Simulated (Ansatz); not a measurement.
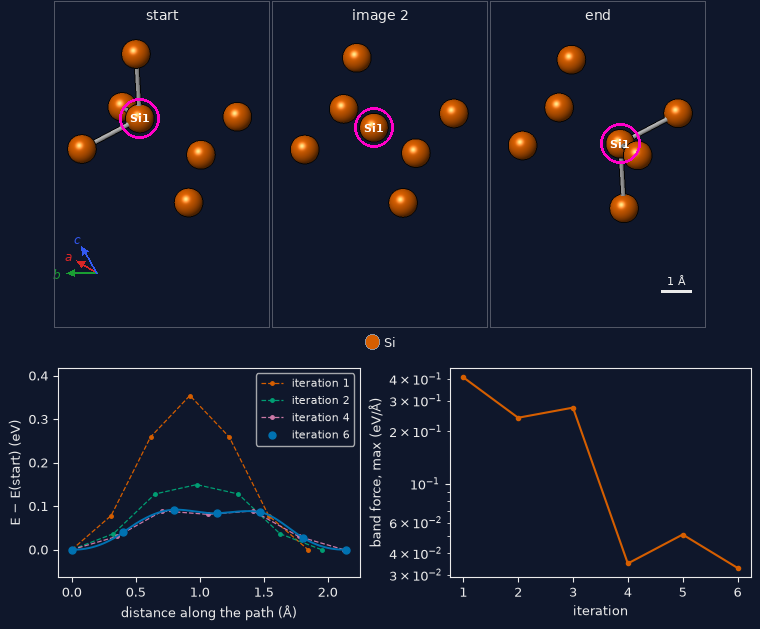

A nudged-elastic-band calculation for a defect cell of composition Si (cell charge −2) (53 atoms in the cell). Images are numbered from 0 (start) to 6 (end). The plot follows the band through its iterations. The picture is a ball-and-stick view of the atoms within 3.9 Å of the middle of the path, seen from a free direction. The moving atom is ringed, with any periodic copies. Bonds to atoms that aren't drawn are left out.

Theory: DFT PBE, scalar-relativistic, plane waves, PAW in Ansatz 0.2.0. Run with plane-wave cutoff 420 eV; k-point mesh 2 × 2 × 2; Gaussian smearing 0.02 eV; 5 movable images; climbing image.

> How did the profile develop, and is the result final?

The run is converged, with reservations. The band converged in 6 iterations. The largest component of the band force went from 0.41 to 0.033 eV/Å. The climbing image converged on the top of the path. Its curvatures weren't checked. The first iteration put the highest image at 0.354 eV. The barrier is about 0.092 eV in both directions, with image 2 at the top; the ends have the same energy.

Limits of the set-up: the cell is charged, on a uniform background, and energies carry no finite-size correction.

Cost: 4.5 min on 8 threads of Intel(R) Xeon(R) 6975P-C (Granite Rapids), with other jobs on the host, peak memory 12 GiB.
